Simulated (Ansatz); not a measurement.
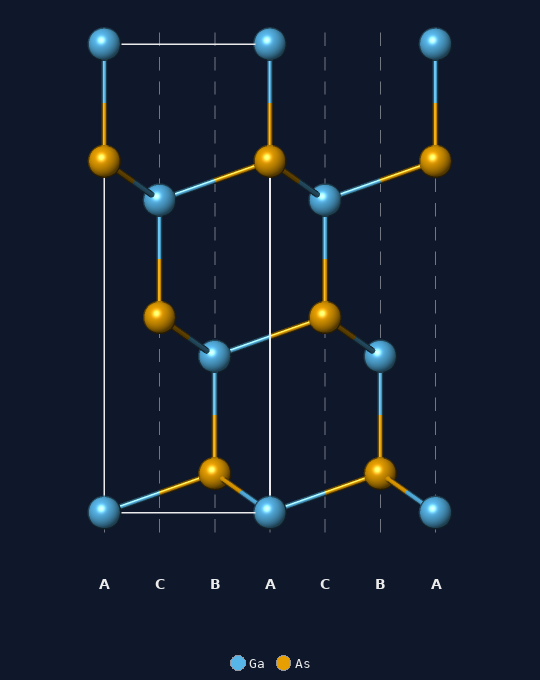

Projection along an edge of the hexagonal mesh, stacking direction [111] upwards. The dashed lines mark the three columns A (0, 0), B (1/3, 2/3) and C (2/3, 1/3). The box is the hexagonal cell of the face-centred cubic lattice. The sequence starts with the first layer at or above the cell's origin.

The compound is GaAs (space group F-43m, No. 216), taken as the input geometry of an electronic-structure calculation (not necessarily at equilibrium); the starting structure was generated, so it need not be a known form of this composition.

### Give the sequence of layers in one repeat, with element and column.

Ga(A) – As(B) – Ga(B) – As(C) – Ga(C) – As(A) (six layers in 9.81 Å).

### How are the As layers alone stacked?

As layers alone: BCA, the cubic close-packed type.

### Which positions between or in the As layers do the other atoms fill?

Ga: three tetrahedral sites (per hexagonal cell).

### What short polytype symbol fits?

Polytype symbol 3C, the symbol of a tetrahedral polytype (number of double layers in the repeat and lattice).
